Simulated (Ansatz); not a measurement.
A series of calculations on TiAl

**1. Relaxation**

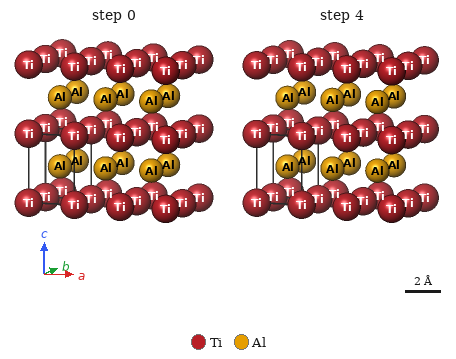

The structure of a crystal of TiAl (set up in P4/mmm) before (left) and after (right) a relaxation, at one scale.

The picture is a spheres-only view of the cell of the calculation, repeated 3 × 2 × 2 with one cell outlined, seen slightly off an axis.

The calculation used Ansatz 0.2.0, DFT PBEsol, scalar-relativistic, plane waves, PAW.

Input
```yaml
crystal:
  lattice:
    - [2.8373, 0.0, 0.0]
    - [0.0, 2.8373, 0.0]
    - [0.0, 0.0, 4.0591]
  atoms:
    - { symbol: Ti, position: [0.0, 0.0, 0.0] }
    - { symbol: Al, position: [0.5, 0.5, 0.5] }
basis:
  ecutwfc: 420
kpoints:
  mp_grid: { grid: [14, 14, 10] }
hamiltonian:
  xc: pbesol
scf:
  occupations: { method: gaussian, width: 0.1 }
output:
  forces: true
  stress: true
  eigenvalues: true
  write_density: true
  write_potential: true
  elf: true
  volumetric_format: npy
relax:
  adjacent_minimum: "off"
  f_tol: 0.005
  max_steps: 80
  cell: { stress_tol: 0.05 }
```

Run as
```bash
ansatz run input.yaml --threads 2 --pin off --max-ram 5120MiB --backend cpu --events-out ev --progress --plain --runs-dir out
```

What changed between the two?

The energy falls by 7.5 meV per atom in 3 accepted moves (4 points after the start). All forces vanish by symmetry, so only the cell relaxes. The pressure goes from −3.96 to −0.02 GPa. At 1 point the geometry stayed and the basis and grid were re-selected for the new cell (energy shift of 0.1 meV per atom at most each time). No atom moves by more than 0.005 Å relative to the cell. Cell: a = b 2.837 → 2.795 Å (−1.5 %), c 4.059 → 4.039 Å (−0.5 %). Volume −3.4 %. Near-neighbour distances that change, for instance: Ti1–Ti1 2.837 → 2.795 Å, Al2–Al2 2.837 → 2.795 Å, Ti1–Al2 2.854 → 2.826 Å. The space group stays P4/mmm (No. 123). Cost: 6.8 s on 2 threads of Intel(R) Xeon(R) 6975P-C (Granite Rapids), on a shared host, peak memory 0.42 GiB.

**2. Scan**

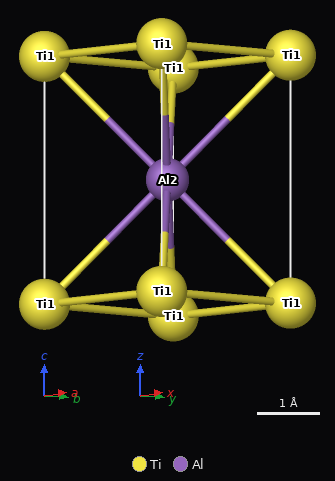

A crystal of TiAl (P4/mmm): Ti1 (one in each cell of 2 atoms) is moved over the plane of the Cartesian directions [1 1 0] and z, all else fixed. The picture shows the reference cell. Style: ball-and-stick. Shown: the cell of the calculation, nearly along the normal of the scanned plane.

Method: DFT PBE, scalar-relativistic, plane waves, PAW (Ansatz). Set-up: plane-wave cutoff 420 eV; k-point mesh 16 × 16 × 12; occupations gaussian; smearing width 0.15 eV; no spin polarisation. Energies (free energies at the smearing named) are counted from the cell as listed in its source, which wasn't relaxed.

Input file:
```yaml
crystal:
  lattice:
    - [2.8373, 0.0, 0.0]
    - [0.0, 2.8373, 0.0]
    - [0.0, 0.0, 4.0591]
  atoms:
    - { symbol: Ti, position: [0.0, 0.0, 0.0] }
    - { symbol: Al, position: [0.5, 0.5, 0.5] }
basis:
  ecutwfc: 420
kpoints:
  mp_grid: { grid: [16, 16, 12] }
hamiltonian:
  xc: pbe
scf:
  occupations: { method: gaussian, width: 0.15 }
output:
  forces: true
  stress: true
  eigenvalues: true
  write_density: true
  write_potential: true
  elf: true
  volumetric_format: npy
```

Run as
```bash
ansatz run input.yaml --threads 1 --pin off --max-ram 2560MiB --backend cpu --events-out ev --progress --plain --runs-dir out
```

Give the energy at each point on a grid with rows −0.60, −0.30, 0.00, 0.30, 0.60 and columns −0.60, −0.30, 0.00, 0.30, 0.60 (displacement along [1 1 0] (Å); displacement along z (Å)).

Answer. Rows: displacement along [1 1 0] (Å); columns: displacement along z (Å); values in eV/cell.

|  | −0.60 | −0.30 | 0.00 | 0.30 | 0.60 |
| --- | --- | --- | --- | --- | --- |
| −0.60 | 2.89 | 1.31 | 0.82 | 1.31 | 2.89 |
| −0.30 | 1.56 | 0.52 | 0.20 | 0.52 | 1.56 |
| 0.00 | 1.15 | 0.27 | 0.00 | 0.27 | 1.15 |
| 0.30 | 1.56 | 0.52 | 0.20 | 0.52 | 1.56 |
| 0.60 | 2.89 | 1.31 | 0.82 | 1.31 | 2.89 |

In pairs of (displacement along [1 1 0] (Å); displacement along z (Å)): the lowest computed point lies at (0.00, 0.00) (0.00 eV/cell), the highest at (−0.60, −0.60), (0.60, 0.60), (0.60, −0.60), (−0.60, 0.60) (2.89 eV/cell).  Over the ranges scanned the energy rises by about as much along both axes.

As a map, interpolated between the computed points (dots):

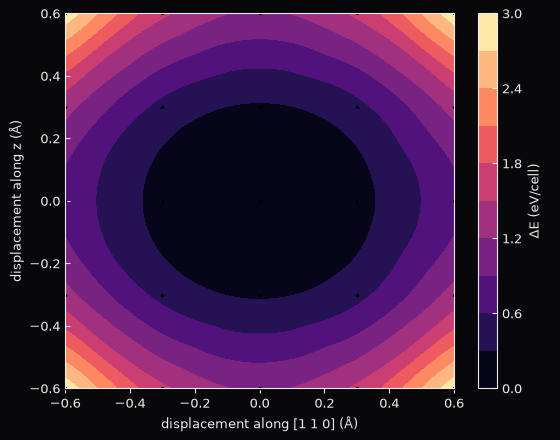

**3. Scan**

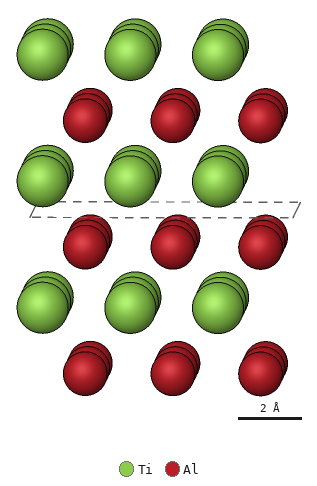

Energy scan for crystalline TiAl (P4/mmm), in which the crystal is pulled apart rigidly along the normal of the (0 0 1) plane of the conventional cell, at a cut between a plane of Al below and one of Ti above, 2.02 Å apart. One cut stands in each cell, which starts 12.1 Å high; nothing is relaxed, and the dashed outline marks the cut. The picture shows the perfect crystal around the cut (dashed). A spheres-only model of the layers on both sides of the cut, seen from the side, nearly along the cut plane.

All numbers below come from DFT PBEsol, scalar-relativistic, plane waves, PAW (Ansatz). (plane-wave cutoff 420 eV; k-point mesh 21 × 21 × 5; occupations gaussian; smearing width 0.15 eV; no spin polarisation). Energies (free energies at the smearing named) are counted from the relaxed crystal.

The input:
```yaml
crystal:
  lattice:
    - [-2.7951585984, 0.0, 0.0]
    - [0.0, -2.7951585984, 0.0]
    - [0.0, 0.0, 12.1162214262]
  atoms:
    - { symbol: Ti, position: [1.0, 1.0, 0.0] }
    - { symbol: Ti, position: [1.0, 1.0, 0.3333333333] }
    - { symbol: Ti, position: [1.0, 1.0, 0.6666666667] }
    - { symbol: Al, position: [0.5, 0.5, 0.1666666667] }
    - { symbol: Al, position: [0.5, 0.5, 0.5] }
    - { symbol: Al, position: [0.5, 0.5, 0.8333333333] }
basis:
  ecutwfc: 420
kpoints:
  mp_grid: { grid: [21, 21, 5] }
hamiltonian:
  xc: pbesol
scf:
  occupations: { method: gaussian, width: 0.15 }
output:
  forces: true
  stress: true
  eigenvalues: true
```

Command:
```bash
ansatz run input.yaml --threads 2 --pin off --max-ram 5120MiB --backend cpu --events-out ev --progress --plain --runs-dir out
```

### Give the energy at each point (the opening: −0.30, −0.15, 0.00, 0.25, 0.50, 0.75, 1.00, 1.50, 2.00, 3.00, 4.50, 6.00 Å).

```
opening (Å)  ΔE per area (J/m²)
      −0.30               0.411
      −0.15               0.090
       0.00               0.000
       0.25               0.192
       0.50               0.642
       0.75               1.209
       1.00               1.801
       1.50               2.866
       2.00               3.653
       3.00               4.430
       4.50               4.675
       6.00               4.694
```

At the widest opening, 6.00 Å, the energy has risen by 4.694 J/m², where the curve has levelled off: this is the ideal work of separation, the sum of the two unrelaxed surface energies of a slab 12.1 Å thick. The steepest rise lies between 0.75 Å and 1.00 Å, with a mean traction of about 24 GPa. Pressing the cut together by 0.30 Å costs 0.411 J/m².
